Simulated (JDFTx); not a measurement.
# A series of single points on ZrSe2

System: ZrSe2 (3 atoms in the cell).
Method: Kohn-Sham DFT of a periodic cell, PBEsol, PseudoDojo-SR-PBEsol-0.4.1-standard, no spin polarisation (JDFTx 1.7.0 (patched build)).

The 7 runs differ only in the geometry, by an even scaling of the cell at fixed fractional positions. The structure derives from an entry of the Crystallography Open Database.

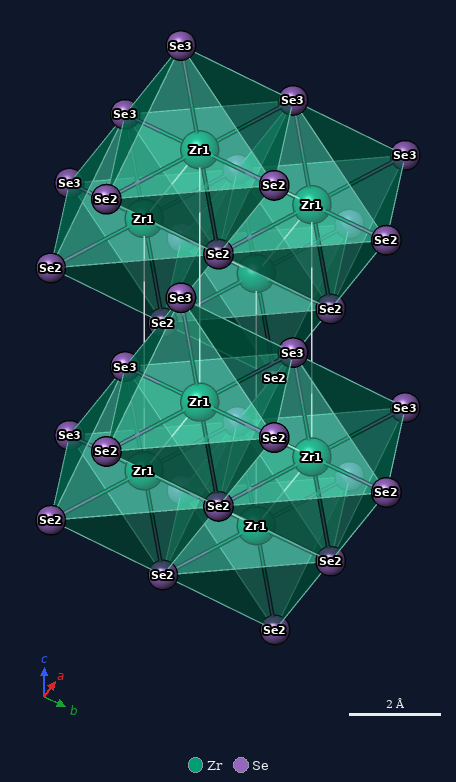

Figure 1. The structure of run 4 (polyhedral view of the cell of the calculation, seen at an oblique angle; polyhedra are completed across the faces of the cell; atoms are numbered from 1 in the order of the input). An atom can appear more than once, as a periodic image.

**Input of run 4**
```
lattice \
    7.1771798213    -3.5885899107     0.0000000000 \
    0.0000000000     6.2156200529     0.0000000000 \
    0.0000000000     0.0000000000    11.7011841637
coords-type Lattice
ion Zr     0.0000000000     0.0000000000     0.0000000000 1
ion Se     0.6666666667     0.3333333333     0.7500000000 1
ion Se     0.3333333333     0.6666666667     0.2500000000 1

ion-species pseudo/Zr.upf
ion-species pseudo/Se.upf
elec-cutoff 43 344
elec-ex-corr gga-PBEsol
kpoint-folding 8 8 5
elec-smearing Fermi 0.0018374661
elec-n-bands 30
electronic-SCF nIterations 100 energyDiffThreshold 1e-09
electronic-minimize nIterations 30 energyDiffThreshold 1e-7
forces-output-coords Cartesian

dump-name run.$VAR
dump End Ecomponents EigStats BandEigs Kpoints Forces Stress ElecDensity Dtot KEdensity
```

Command:
```bash
jdftx -c 1 -i ZrSe2.in -o ZrSe2.out
```

Run 2 differs from it as follows:
```diff
-    7.1771798213    -3.5885899107     0.0000000000 \
-    0.0000000000     6.2156200529     0.0000000000 \
-    0.0000000000     0.0000000000    11.7011841637
+    7.0801790140    -3.5400895071     0.0000000000 \
+    0.0000000000     6.1316148896     0.0000000000 \
+    0.0000000000     0.0000000000    11.5430406674
```

**Results, with one run withheld**

```tsv
run	volume per atom (Å³)	free energy per atom, from the lowest run given (meV)	pressure (GPa)	gap on the mesh (eV)
1	24.237	14.55	4.20	0.28
2	24.753	?	?	?
3	25.268	0.00	0.44	0.33
4	25.784	1.22	−1.18	0.35
5	26.300	7.38	−2.63	0.38
6	26.815	17.98	−3.94	0.40
7	27.331	32.59	−5.13	0.42
```

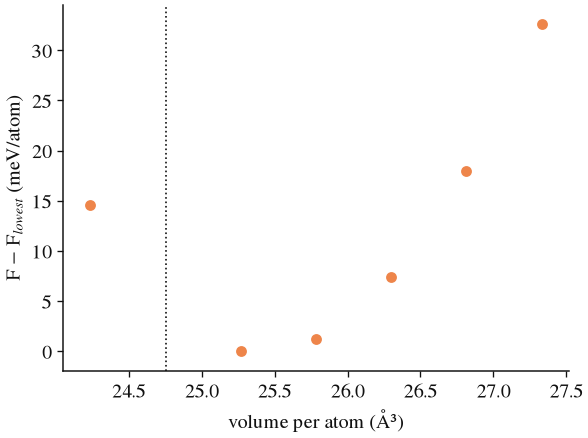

Figure 2. Free energy per atom of the runs given; the dotted line marks run 2.

Estimate the energy of run 2 from the others.

A cubic polynomial in V^(−2/3) (the Birch–Murnaghan form), fitted to the 6 runs given, misses them by at most 0.01 meV per atom. With x = V^(−2/3) − 0.11417 Å⁻², it reads F = 2.4102 − 3354.3 x + 1.0815e+06 x² + 5.5253e+05 x³ (meV per atom). At run 2 it gives 4.23 meV per atom, and the run itself gives 4.25. The slope of the fit gives a pressure −dF/dV of 2.23 GPa there, and the run prints 2.22 GPa. The fit has its minimum at 25.403 Å³ per atom, where V d²F/dV² gives 81.4 GPa. Cell shape and fractional positions are held, so this is the stiffness under even scaling; the relaxed bulk modulus wasn't computed and can be far lower in a crystal of layers, chains or molecules like this one. The gap on the mesh goes, without turning, from 0.28 eV in run 1 to 0.42 eV in run 7; run 2 has 0.31 eV. These are gaps of this functional on this mesh, which can miss the band edges; they aren't the measured gap.

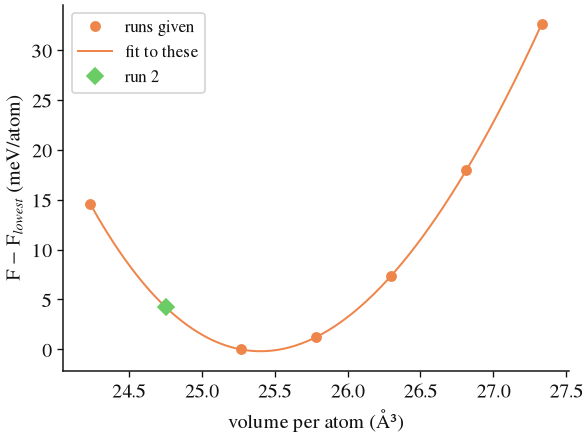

Figure 3. The fit and the withheld run.

**Some lines of the output (run 2)**
```
[...]
unit cell volume = 501.117
     Etot =     -270.3402407024955210
        F =     -270.3402742678970867
	HOMO-LUMO gap: +0.011256
	Optical gap  : +0.036785 at state 0 ( [ +0.000000 +0.000000 +0.000000 ] spin 0 )
```
